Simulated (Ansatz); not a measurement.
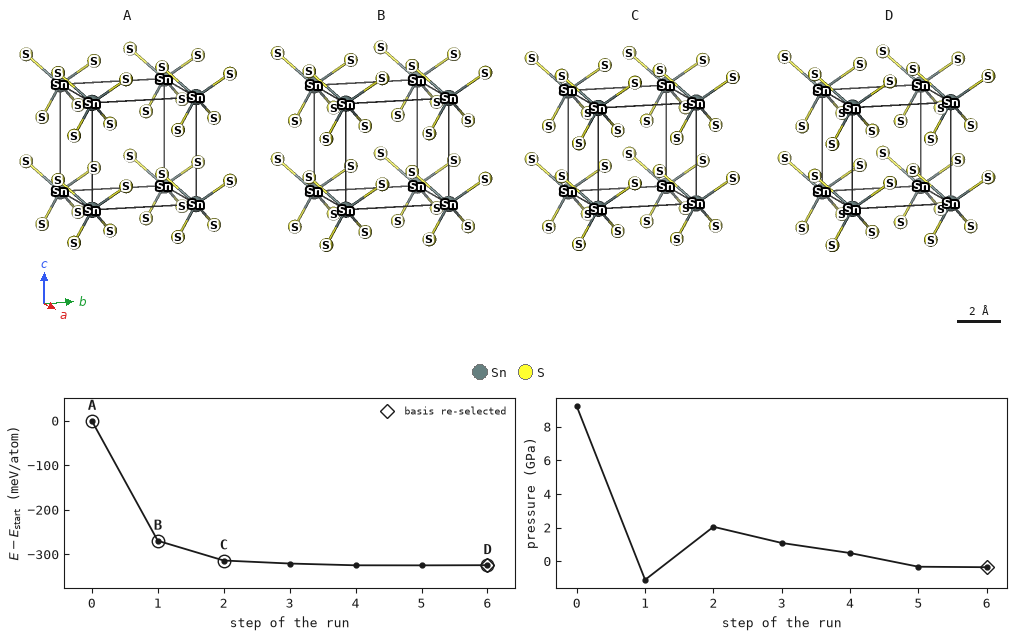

Frames of a relaxation of solid SnS$_{4}$ (a generated structure, set up in P-43m) (coarse preliminary run), marked on the history of the run. A ball-and-stick model of the cell of the calculation, seen slightly off an axis.

These are results of Ansatz 0.2.0, DFT PBE, scalar-relativistic, plane waves, PAW, not measurements. Set-up: plane-wave cutoff 420 eV; k-point mesh 4 × 4 × 4; occupations gaussian; smearing width 0.1 eV; no spin polarisation; cell and atoms relaxed; force threshold 0.04 eV/Å; at most 70 steps.

Q: What happens along the run?

A: The largest moves relative to the cell, 0.36 Å, are those of S atoms. Sn stays in place. The drawn cell changes as follows: a = b = c 5.114 → 4.839 Å (−5.4 %); the volume changes by −15.3 %. Near-neighbour distances that change, for instance: S–S 3.616 → 2.831 Å, S–Sn 2.214 → 2.457 Å. The space group stays P-43m (No. 215). Over 5 accepted moves (6 points after the start) the energy falls by 324 meV per atom. Largest force component: 2.1 eV/Å at the start, 0.0022 eV/Å at the end. The pressure goes from 9.22 to −0.35 GPa. At 1 point the geometry stayed and the basis and grid were re-selected for the new cell (energy shift of 0.4 meV per atom at most each time). Cost: 19 s on 1 thread of Arm Neoverse V2 (shared host), peak memory 0.33 GiB. From step 0 to 1: S atoms move most (0.19 Å), volume −2.7 %, energy −269 meV per atom. From step 1 to 2: S atoms move most (0.12 Å), volume −14.1 %, energy −44.3 meV per atom. From step 2 to 6: S atoms move most (0.05 Å), volume +1.4 %, energy −10.5 meV per atom.
